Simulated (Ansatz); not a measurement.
# Run report: Ga$_{3}$Sb, single-point calculation

The run: single-point calculation of Ga$_{3}$Sb (I4/mmm, 4 atoms in the cell). Method and program: DFT PBEsol, scalar-relativistic, plane waves, PAW (Ansatz 0.2.0).

The structure derives from a Materials Project entry. It belongs to a series of runs on one base structure; here: extra bands: 0 bands.

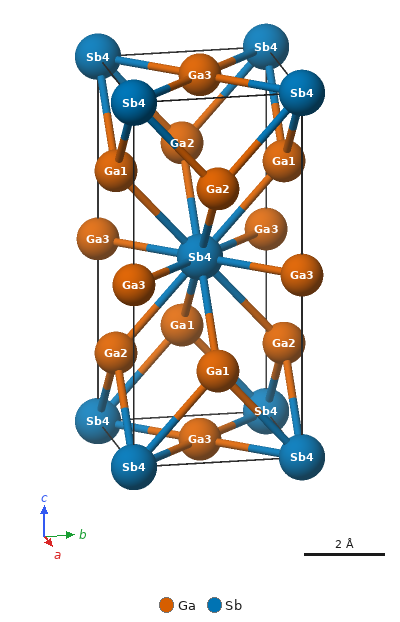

Figure 1. The input geometry (ball-and-stick view of the cell 2 times as large as that of the calculation, set on its symmetry axes, seen slightly off an axis; atoms are numbered from 1 in the order of the input). An atom can appear more than once, as a periodic image.

The input:
```yaml
crystal:
  lattice:
    - [-2.158799, 2.158799, 4.760484]
    - [2.158799, -2.158799, 4.760484]
    - [2.158799, 2.158799, -4.760484]
  atoms:
    - { symbol: Ga, position: [0.75, 0.25, 0.5] }
    - { symbol: Ga, position: [0.25, 0.75, 0.5] }
    - { symbol: Ga, position: [0.5, 0.5, 0.0] }
    - { symbol: Sb, position: [0.0, 0.0, 0.0] }
basis:
  ecutwfc: 420
kpoints:
  mp_grid: { grid: [14, 14, 14] }
hamiltonian:
  xc: pbesol
scf:
  occupations: { method: fermi_dirac, width: 0.2 }
  n_extra_bands: 0
output:
  forces: true
  stress: true
  eigenvalues: true
```

Launch command:
```bash
ansatz run input.yaml --threads 1 --pin off --max-ram 2560MiB --backend cpu --events-out ev --progress --plain --runs-dir out
```

What the program printed:
```
Error: inconsistent input (scf.n_extra_bands, scf.occupations.method): n_bands = 27 leaves no empty band above the 27 bands per channel that the deck's 54 electrons occupy, and the occupations search for the Fermi level (a smearing at a finite width, or tetrahedra): a level found among occupied bands alone can fill a metal as an insulator; raise scf.n_extra_bands until at least 28 bands are solved (omitted, it auto-derives to 34) (see scf.n_extra_bands in the input reference)
```

Outcome:

| quantity | value |
| --- | --- |
| outcome | refused by the program |
| space group (tolerance 0.01 Å) | I4/mmm (139) |
| hardware | 1 thread of Intel Xeon @ 2.50GHz (Skylake/Cascade Lake), 189 GiB of memory available, shared host |

Diagnosis:

The program refused the input: “inconsistent input (scf.n_extra_bands, scf.occupations.method): n_bands = 27 leaves no empty band above the 27 bands per channel that the deck's 54 electrons occupy, and the occupations search for the Fermi level (a smearing at a finite width, or tetrahedra): a level found among occupied bands alone can fill a metal as an insulator …”
